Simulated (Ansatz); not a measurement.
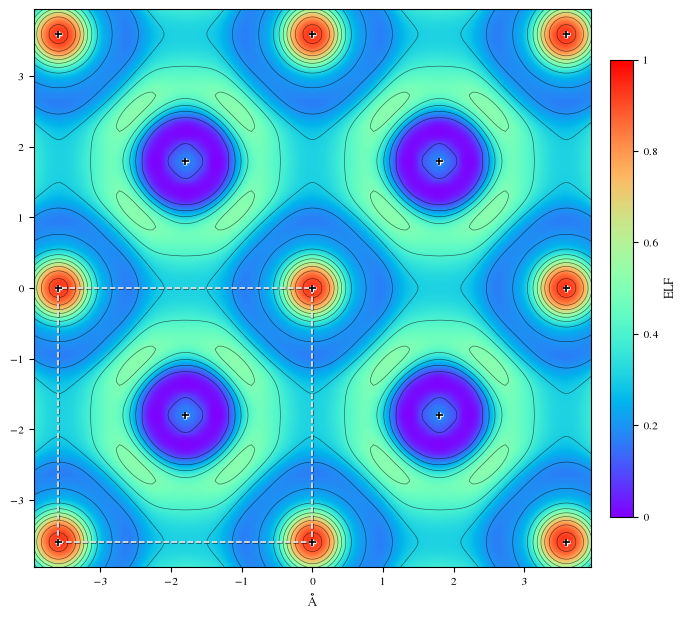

The ELF on a plane through atoms (crosses mark nuclei in the plane).

Method: Kohn-Sham DFT of a periodic cell, PBEsol, Ansatz PAW in Ansatz.

Candidates:
A. SnO$_{2}$, a = 6.54 Å, b = 6.87 Å, c = 6.87 Å, α = 90.00°, β = 90.00°, γ = 90.00°. Space group Imma; a structure from a database of computed crystals, not necessarily the ambient phase; computed pressure about −10 GPa in this cell.
B. AlCu$_{3}$, a = 3.59 Å, b = 3.59 Å, c = 3.59 Å, α = 90.00°, β = 90.00°, γ = 90.00°. Space group Pm-3m; a structure from a database of computed crystals, not necessarily the ambient phase; computed pressure about 5 GPa in this cell.

Which candidate gave the map?

Answer. Candidate B: AlCu$_{3}$ on the (100) plane of the conventional cell, which holds Cu and Al. Al–Cu (2.54 Å): the ELF is about 0.40 at the midpoint.
